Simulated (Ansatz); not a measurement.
Consider AlRu (interface cell).

Input file:

```
crystal:
  lattice:
    - [2.9764078218, 0.0, 0.0]
    - [0.0, 2.9764078218, 0.0]
    - [0.0, 0.0, 17.9421448685]
  atoms:
    - { symbol: Al, position: [0.0, 0.0, 0.0055605963] }
    - { symbol: Ru, position: [0.5, 0.5, 0.0790459998] }
    - { symbol: Al, position: [0.0, 0.0, 0.1634835134] }
    - { symbol: Ru, position: [0.5, 0.5, 0.2468718185] }
    - { symbol: Al, position: [0.0, 0.0, 0.325281934] }
    - { symbol: Ru, position: [0.5, 0.5, 0.4152244742] }
    - { symbol: Ru, position: [0.0, 0.0, 0.5014421925] }
    - { symbol: Al, position: [0.5, 0.5, 0.5913847326] }
    - { symbol: Ru, position: [0.0, 0.0, 0.6697948481] }
    - { symbol: Al, position: [0.5, 0.5, 0.7531831532] }
    - { symbol: Ru, position: [0.0, 0.0, 0.8376206669] }
    - { symbol: Al, position: [0.5, 0.5, 0.9111060703] }
basis:
  ecutwfc: 420
kpoints:
  mp_grid: { grid: [21, 21, 4] }
hamiltonian:
  xc: pbesol
scf:
  occupations: { method: gaussian, width: 0.1 }
output:
  forces: true
  stress: true
  eigenvalues: true
  write_density: true
  write_potential: true
  elf: true
  volumetric_format: npy
```

Run with:

```sh
ansatz run input.yaml --threads 2 --pin off --max-ram 5120MiB --backend cpu --events-out ev --progress --plain --runs-dir out
```

Computed without spin polarisation.

All numbers below come from DFT PBEsol, scalar-relativistic, plane waves, PAW (Ansatz).

> What can the converged valence pseudo-density and electron localisation function tell about the bonding?

Al–Ru (2.48 Å): ρ is about 0.44 e/Å³ halfway; the ELF is about 0.40 at the midpoint.
Ru–Ru (2.61 Å): the density is about 0.45 e/Å³ at the midpoint; the ELF is about 0.35 at the midpoint.
Al–Al (2.70 Å): the density is about 0.21 e/Å³ at the midpoint; the ELF reaches about 0.55 near the midpoint.
Al–Ru (2.53 Å): the density is about 0.4 e/Å³ at the midpoint; the ELF is about 0.40 at the midpoint.

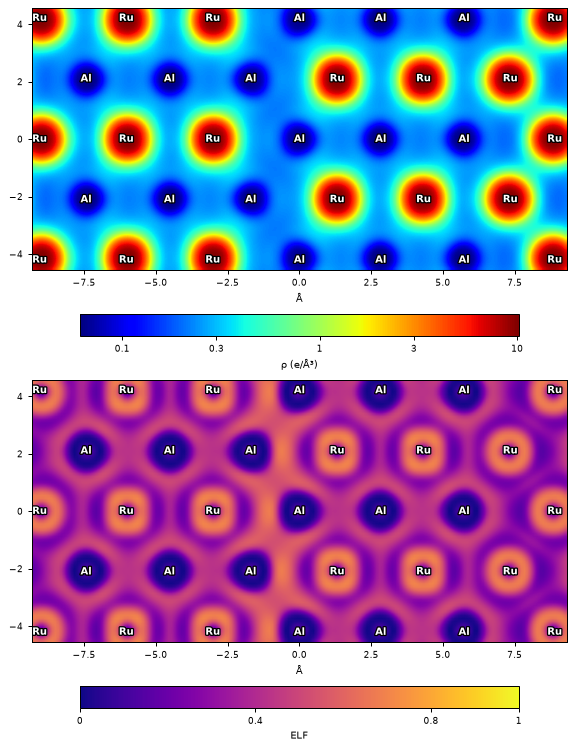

Computed valence pseudo-density and electron localisation function on the (110) plane of the calculation cell, in this order. 
